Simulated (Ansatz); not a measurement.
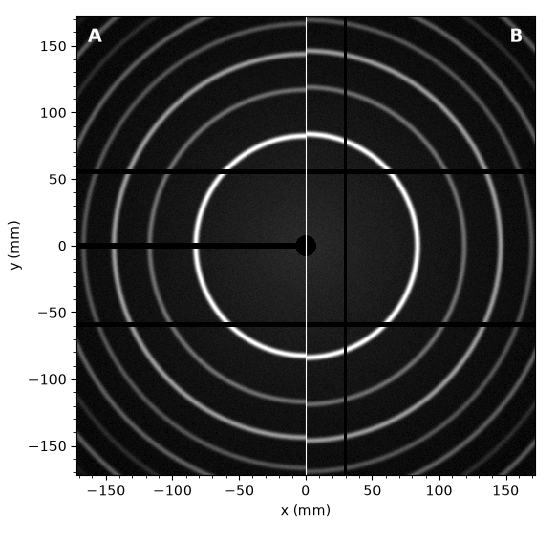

Simulated X-ray powder rings on a flat area detector normal to the beam: λ = 0.2066 Å, sample-to-detector distance 870 mm, axes in mm from the beam centre, for a fine-grained powder without texture. Kinematic intensities with B = 0.8 Å² for all atoms, without absorption; brightness goes as intensity to the power 0.5, clipped at the top, with counting noise. Reflections closer than the ring width show as one ring. The left and right halves show two different samples, each scaled to its strongest ring.

Both are Si in Im-3m, with cells of different size. Origins: A, the end point of a relaxation with DFT, RPBE, plane waves (420 eV) with PAW, scalar-relativistic (Ansatz 0.2.0); the starting structure was generated, so it need not be a known form of this composition; B, the end point of a relaxation with DFT, LDA (PW92), plane waves (420 eV) with PAW, scalar-relativistic in Ansatz; the starting structure was generated, so it need not be a known form of this composition.

Question: Which half has the larger cell, and by how much?

Answer: Half A: the volume of B is 4.8 % smaller than that of A, and a larger cell draws the rings inwards on average.
A: a = 3.093 Å, b = 3.093 Å, c = 3.093 Å, α = 90.00°, β = 90.00°, γ = 90.00°; 110 at 82.5 mm (d = 2.19 Å), 200 at 117.0 mm (d = 1.547 Å), 211 at 143.8 mm (d = 1.263 Å), 220 at 166.6 mm (d = 1.094 Å).
B: a = 3.043 Å, b = 3.043 Å, c = 3.043 Å, α = 90.00°, β = 90.00°, γ = 90.00°; 110 at 83.8 mm (d = 2.15 Å), 200 at 118.9 mm (d = 1.522 Å), 211 at 146.2 mm (d = 1.242 Å).
